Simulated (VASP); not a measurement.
# Single-point calculation of AlN

- system: AlN (F-43m, 2 atoms in the cell)
- method: Kohn-Sham DFT of a periodic cell, PBE, VASP PAW PBE potentials, recommended, no spin polarisation (VASP 6.6.1)

The structure derives from a Materials Project entry.

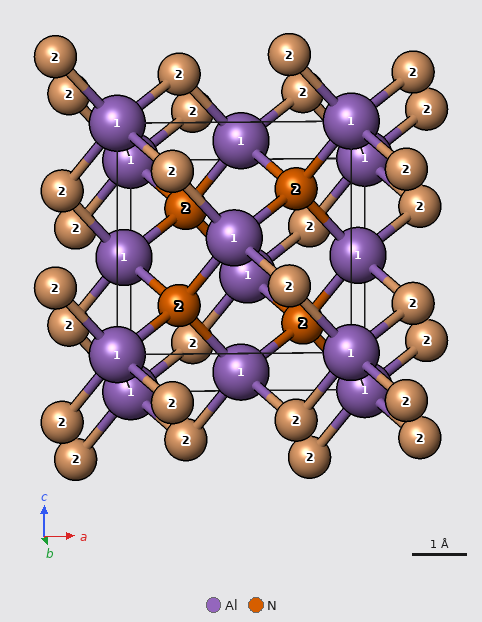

The structure as given in the input (ball-and-stick view of the cell 4 times as large as that of the calculation, set on its symmetry axes, seen at an oblique angle; neighbours outside the cell are drawn fainter; atoms are numbered from 1 in the order of the input). An atom can appear more than once, as a periodic image. Near neighbours in the periodic cell (some may lie outside the picture): Al has 4 N at 1.89 Å; N has 4 Al at 1.89 Å.

## Results in brief

```tsv
quantity	value
outcome	converged
space group (tolerance 0.01 Å)	F-43m (216)
electrons treated	8
free energy	−14.8405 eV
gap on the k-point mesh	3.32 eV
pressure	4.60 GPa
largest force (length of the vector)	under 0.001 eV/Å
hardware	1 thread of Intel Xeon (Sapphire Rapids), 176 GiB of memory available, shared host
wall time	19 s
peak memory	0.15 GiB
```

## INCAR
```
PREC     = Accurate       # precision mode
ENCUT    = 520            # plane-wave cutoff, eV
EDIFF    = 1E-7           # SCF threshold, eV
ISMEAR   = 0              # smearing method
SIGMA    = 0.02           # smearing width, eV
LREAL    = False          # projectors in reciprocal space
LASPH    = True           # aspherical terms in the spheres
NELM     = 60             # most SCF steps
ALGO     = Normal         # electronic algorithm
ISIF     = 2              # what is computed and relaxed
LWAVE    = False          # write WAVECAR
LCHARG   = False          # write CHGCAR
GGA      = PE             # functional
```

## KPOINTS
```
regular mesh
0
Gamma
  18 18 18
```

## POSCAR
```
AlN
1.0
    0.0000000000      2.1839935600      2.1839935600
    2.1839935600      0.0000000000      2.1839935600
    2.1839935600      2.1839935600      0.0000000000
Al N
1 1
Direct
    0.0000000000      0.0000000000      0.0000000000
    0.7500000000      0.7500000000      0.7500000000
```

Launch command:
```bash
cat potpaw_PBE.64/Al/POTCAR potpaw_PBE.64/N/POTCAR > POTCAR
mpirun -np 1 vasp_std > vasp.out
```

## OSZICAR
```
N       E                     dE             d eps       ncg     rms          rms(c)
DAV:   1     0.976164160999E+01    0.97616E+01   -0.40746E+03  3304   0.828E+02
DAV:   2    -0.167202550555E+02   -0.26482E+02   -0.25094E+02  4208   0.142E+02
DAV:   3    -0.172195155862E+02   -0.49926E+00   -0.49926E+00  3712   0.250E+01
DAV:   4    -0.172209437422E+02   -0.14282E-02   -0.14282E-02  4560   0.123E+00
DAV:   5    -0.172209473671E+02   -0.36249E-05   -0.36249E-05  3816   0.465E-02    0.863E+00
DAV:   6    -0.148562564314E+02    0.23647E+01   -0.13515E+01  3344   0.237E+01    0.293E+00
DAV:   7    -0.148465345950E+02    0.97218E-02   -0.10749E-01  3328   0.340E+00    0.200E+00
DAV:   8    -0.148406458054E+02    0.58888E-02   -0.18393E-02  3560   0.188E+00    0.407E-01
DAV:   9    -0.148403495548E+02    0.29625E-03   -0.80141E-04  4472   0.226E-01    0.207E-01
DAV:  10    -0.148404559261E+02   -0.10637E-03   -0.25513E-04  3328   0.138E-01    0.320E-02
DAV:  11    -0.148404547544E+02    0.11717E-05   -0.57506E-06  4128   0.192E-02    0.145E-02
DAV:  12    -0.148404549357E+02   -0.18136E-06   -0.10157E-06  3360   0.983E-03    0.106E-03
DAV:  13    -0.148404549426E+02   -0.68897E-08   -0.11531E-08  2128   0.109E-03
   1 F= -.14840455E+02 E0= -.14840455E+02  d E =-.248283E-34
```

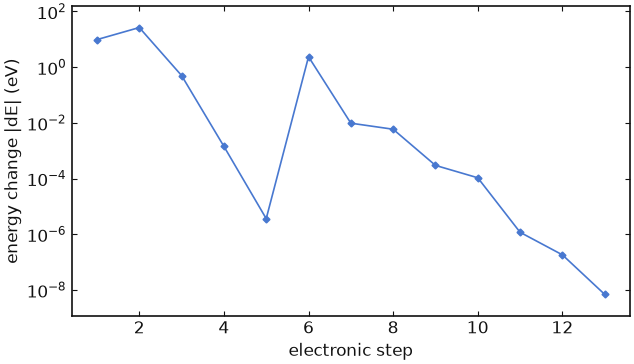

Convergence of the self-consistent field: energy change |dE| against the electronic step. It takes 13 electronic steps. The density is held fixed in the first few steps, and dE rises again when its update begins.

## Parts of OUTCAR
```
PREC = Accurate
   ENCUT = 520
   EDIFF = 1E-7
   ISMEAR = 0
   LREAL = False
   LASPH = True
   NELM = 60
   ISIF = 2
   GGA = PE

 ion  position               nearest neighbor table
   1  0.000  0.000  0.000-   2 1.89   2 1.89   2 1.89   2 1.89
   2  0.750  0.750  0.750-   1 1.89   1 1.89   1 1.89   1 1.89

  LATTYP: Found a face centered cubic cell.
 ALAT       =     4.3679871200

  Lattice vectors:

 A1 = (   0.0000000000,   2.1839935600,   2.1839935600)
 A2 = (   2.1839935600,   0.0000000000,   2.1839935600)
 A3 = (   2.1839935600,   2.1839935600,   0.0000000000)

Analysis of symmetry for initial positions (statically):
=====================================================================
 Subroutine PRICEL returns:
 Original cell was already a primitive cell.

 Routine SETGRP: Setting up the symmetry group for a
 face centered cubic supercell.

 Subroutine GETGRP returns: Found 24 space group operations
 (whereof 24 operations were pure point group operations)
 out of a pool of 48 trial point group operations.

The static configuration has the point symmetry T_d .

Analysis of symmetry for dynamics (positions and initial velocities):
=====================================================================
 Subroutine PRICEL returns:
 Original cell was already a primitive cell.

 Routine SETGRP: Setting up the symmetry group for a
 face centered cubic supercell.

 Subroutine GETGRP returns: Found 24 space group operations
 (whereof 24 operations were pure point group operations)
 out of a pool of 48 trial point group operations.

The dynamic configuration has the point symmetry T_d .

 Subroutine INISYM returns: Found 24 space group operations
 (whereof 24 operations are pure point group operations),
 and found     1 'primitive' translations

----------------------------------------------------------------------------------------

                                     Primitive cell

  volume of cell :      20.8345

  direct lattice vectors                    reciprocal lattice vectors
     0.000000000  2.183993560  2.183993560    -0.228938404  0.228938404  0.228938404
     2.183993560  0.000000000  2.183993560     0.228938404 -0.228938404  0.228938404
     2.183993560  2.183993560  0.000000000     0.228938404  0.228938404 -0.228938404

  length of vectors
     3.088633313  3.088633313  3.088633313     0.396532948  0.396532948  0.396532948

  position of ions in fractional coordinates (direct lattice)
     0.000000000  0.000000000  0.000000000
     0.750000000  0.750000000  0.750000000

  ion indices of the primitive-cell ions
   primitive index   ion index
                 1           1
                 2           2

----------------------------------------------------------------------------------------

 KPOINTS: regular mesh

Automatic generation of k-mesh.
 Grid dimensions read from file:
 generate k-points for:   18   18   18

 Generating k-lattice:

  Cartesian coordinates                     Fractional coordinates (reciprocal lattice)
    -0.012718800  0.012718800  0.012718800     0.055555556  0.000000000  0.000000000
     0.012718800 -0.012718800  0.012718800     0.000000000  0.055555556  0.000000000
     0.012718800  0.012718800 -0.012718800     0.000000000  0.000000000  0.055555556

  Length of vectors
     0.022029608  0.022029608  0.022029608

  Shift w.r.t. Gamma in fractional coordinates (k-lattice)
     0.000000000  0.000000000  0.000000000

 Subroutine IBZKPT returns following result:
 ===========================================

 Found    195 irreducible k-points:

 Following reciprocal coordinates:
            Coordinates               Weight
  0.000000  0.000000  0.000000      1.000000
  0.055556  0.000000  0.000000      8.000000
  0.111111  0.000000  0.000000      8.000000
  0.166667  0.000000  0.000000      8.000000
  0.222222  0.000000  0.000000      8.000000
  0.277778  0.000000  0.000000      8.000000
  0.333333  0.000000  0.000000      8.000000
  0.388889  0.000000  0.000000      8.000000
  0.444444  0.000000  0.000000      8.000000
  0.500000  0.000000  0.000000      4.000000
  0.055556  0.055556  0.000000      6.000000
  0.111111  0.055556  0.000000     24.000000
  0.166667  0.055556  0.000000     24.000000
  0.222222  0.055556  0.000000     24.000000
  0.277778  0.055556  0.000000     24.000000
  0.333333  0.055556  0.000000     24.000000
  0.388889  0.055556  0.000000     24.000000
  0.444444  0.055556  0.000000     24.000000
  0.500000  0.055556  0.000000     24.000000
 -0.444444  0.055556  0.000000     24.000000
 -0.388889  0.055556  0.000000     24.000000
 -0.333333  0.055556  0.000000     24.000000
 -0.277778  0.055556  0.000000     24.000000
 -0.222222  0.055556  0.000000     24.000000
 [... further k-points ...]
   k-points           NKPTS =    195   k-points in BZ     NKDIM =    195   number of bands    NBANDS=      8
   number of dos      NEDOS =    301   number of ions     NIONS =      2
   total plane-waves  NPLWV =  13824
   dimension x,y,z NGX =    24 NGY =   24 NGZ =   24
   dimension x,y,z NGXF=    48 NGYF=   48 NGZF=   48
   ions per type =               1   1
   NGX,Y,Z   is equivalent  to a cutoff of  12.92, 12.92, 12.92 a.u.
   NGXF,Y,Z  is equivalent  to a cutoff of  25.84, 25.84, 25.84 a.u.
 SYSTEM =  unknown system
   PREC   = accura    normal or accurate (medium, high low for compatibility)
   ISTART =      0    job   : 0-new  1-cont  2-samecut
   ICHARG =      2    charge: 1-file 2-atom 10-const
   ISPIN  =      1    spin polarized calculation?
   LNONCOLLINEAR =      F non collinear calculations
   LSORBIT =      F    spin-orbit coupling
   LASPH  =      T    aspherical Exc in radial PAW
   ENCUT  =  520.0 eV  38.22 Ry    6.18 a.u.   5.74  5.74  5.74*2*pi/ulx,y,z
   NELM   =     60;   NELMIN=  2; NELMDL= -5     # of ELM steps
   EDIFF  = 0.1E-06   stopping-criterion for ELM
   LREAL  =      F    real-space projection
   EDIFFG = 0.1E-05   stopping-criterion for IOM
   NSW    =      0    number of steps for IOM
   IBRION =     -1    ionic relax: 0-MD 1-quasi-New 2-CG
   NFREE  =      0    steps in history (QN), initial steepest desc. (CG)
   ISIF   =      2    stress and relaxation
   ISYM   =      2    0-nonsym 1-usesym 2-fastsym
   POTIM  = 0.5000    time-step for ionic-motion
   TEBEG  =    0.0;   TEEND  =   0.0 temperature during run
   PSTRESS=    0.0 pullay stress
   NELECT =       8.0000    total number of electrons
   NUPDOWN=      -1.0000    fix difference up-down
   EMIN   =  10.00;   EMAX   =-10.00  energy-range for DOS
   EFERMI =   0.00;   METHOD = LEGACY
   ISMEAR =     0;   SIGMA  =   0.02  broadening in eV -4-tet -1-fermi 0-gaus
   EFERMI_NEDOS =   21; number of points for ismear=-14 and -15
   IALGO  =     38    algorithm
   IMIX   =      4    mixing-type and parameters
     AMIX     =   0.40;   BMIX     =  1.00
     AMIX_MAG =   1.60;   BMIX_MAG =  1.00
  volume/ion in A,a.u.               =      10.42        70.30
  Fermi-wavevector in a.u.,A,eV,Ry     =   1.189899  2.248583 19.263943  1.415860
  Thomas-Fermi vector in A             =   2.325996
   LORBIT       =      0    0 simple, 1 ext, 2 COOP (PROOUT), +10 PAW based schemes
   GGA     = PE    functional components
   LHFCALC =     F    Hartree Fock is set to
   AEXX    =    0.0000 exact exchange contribution
   IVDW    =     0    specifies the selected vdW correction
   LEPSILON=     F    determine dielectric tensor
   LRPA    =     F    only Hartree local field effects (RPA)
 non-spin polarized calculation
 Gauss-broadening in eV      SIGMA  =   0.02
  energy-cutoff  :      520.00
  volume of cell :       20.83
 maximum number of plane-waves:       571
   NGX = 11   NGY = 11   NGZ = 11

 number of electron       8.0000000 magnetization

 Free energy of the ion-electron system (eV)
  ---------------------------------------------------
  ext. energy  EPLUGINS =         0.00000000
  ---------------------------------------------------
  free energy    TOTEN  =       -14.84045494 eV

  energy without entropy =      -14.84045494  energy(sigma->0) =      -14.84045494

 E-fermi :   6.1352     XC(G=0): -10.9336     alpha+bet :-15.9516

 val. band max:        5.9697349370   @ k =   0.0000   0.0000   0.0000
 cond. band min:       9.2878364099   @ k =   0.5000   0.5000   0.0000
 fundamental gap:      3.3181014729
 Fermi energy:         6.1351935451

 k-point     1 :       0.0000    0.0000    0.0000
  band No.  band energies     occupation
      1      -9.0109      2.00000
      2       5.9697      2.00000
      3       5.9697      2.00000
      4       5.9697      2.00000
      5      10.1659      0.00000
      6      18.5304      0.00000
      7      18.5304      0.00000
      8      18.5304      0.00000

 k-point     2 :       0.0556    0.0000    0.0000
  band No.  band energies     occupation
      1      -8.9653      2.00000
      2       5.6901      2.00000
      3       5.9533      2.00000
      4       5.9533      2.00000
      5      10.3996      0.00000
      6      18.4009      0.00000
      7      18.5801      0.00000
      8      18.5801      0.00000

 k-point     3 :       0.1111    0.0000    0.0000
  band No.  band energies     occupation
      1      -8.8308      2.00000
      2       4.9994      2.00000
      3       5.9067      2.00000
      4       5.9067      2.00000
      5      10.9494      0.00000
      6      18.0622      0.00000
      7      18.6836      0.00000
      8      18.6836      0.00000

 k-point     4 :       0.1667    0.0000    0.0000
  band No.  band energies     occupation
      1      -8.6134      2.00000
      2       4.1176      2.00000
      3       5.8376      2.00000
      4       5.8376      2.00000
      5      11.5870      0.00000
      6      17.6187      0.00000
      7      18.6969      0.00000
      8      18.6969      0.00000

 k-point     5 :       0.2222    0.0000    0.0000
  band No.  band energies     occupation
      1      -8.3254      2.00000
      2       3.1770      2.00000
      3       5.7561      2.00000
      4       5.7561      2.00000
      5      12.1743      0.00000
      6      17.1591      0.00000
      7      18.4783      0.00000
      8      18.4783      0.00000

 [... the levels of 18 k-points are left out ...]

 k-point    24 :      -0.2222    0.0556    0.0000
  band No.  band energies     occupation
      1      -8.1811      2.00000
      2       2.8584      2.00000
      3       5.4793      2.00000
      4       5.8164      2.00000
      5      12.4566      0.00000
      6      16.9590      0.00000
      7      18.1966      0.00000
      8      18.3809      0.00000

 [... further k-points ...]

------------------------ aborting loop because EDIFF is reached ----------------------------------------

  FORCE on cell =-STRESS in cart. coord.  units (eV):
  Direction    XX          YY          ZZ          XY          YZ          ZX
  --------------------------------------------------------------------------------------
  -------------------------------------------------------------------------------------
  Total        0.5981386      0.5981386      0.5981386      0.0000000      0.0000000      0.0000000
  in kB       45.9968809     45.9968809     45.9968809      0.0000000      0.0000000      0.0000000
  external PRESSURE =      45.9968809 kB  Pullay stress =       0.0000000 kB

 VOLUME and BASIS-vectors are now :
 -----------------------------------------------------------------------------
  energy-cutoff  :      520.00
  volume of cell :       20.83
      direct lattice vectors                 reciprocal lattice vectors
     0.000000000  2.183993560  2.183993560    -0.228938404  0.228938404  0.228938404
     2.183993560  0.000000000  2.183993560     0.228938404 -0.228938404  0.228938404
     2.183993560  2.183993560  0.000000000     0.228938404  0.228938404 -0.228938404

 POSITION                                       TOTAL-FORCE (eV/Angst)
 -----------------------------------------------------------------------------------
      0.00000      0.00000      0.00000        -0.000000     -0.000000     -0.000000
      3.27599      3.27599      3.27599         0.000000      0.000000      0.000000
 -----------------------------------------------------------------------------------
    total drift:                               -0.000000     -0.000000     -0.000000

  FREE ENERGIE OF THE ION-ELECTRON SYSTEM (eV)
  ---------------------------------------------------
  free  energy   TOTEN  =       -14.8404549426 eV

  energy  without entropy=      -14.8404549426  energy(sigma->0) =      -14.84045494
```

## CONTCAR
```
AlN
   1.00000000000000
     0.0000000000000000    2.1839935599999998    2.1839935599999998
     2.1839935599999998    0.0000000000000000    2.1839935599999998
     2.1839935599999998    2.1839935599999998    0.0000000000000000
  Al              N
     1     1
Direct
     0.0000000000000000    0.0000000000000000    0.0000000000000000
     0.7500000000000000    0.7500000000000000    0.7500000000000000

  0.00000000E+00  0.00000000E+00  0.00000000E+00
  0.00000000E+00  0.00000000E+00  0.00000000E+00
```
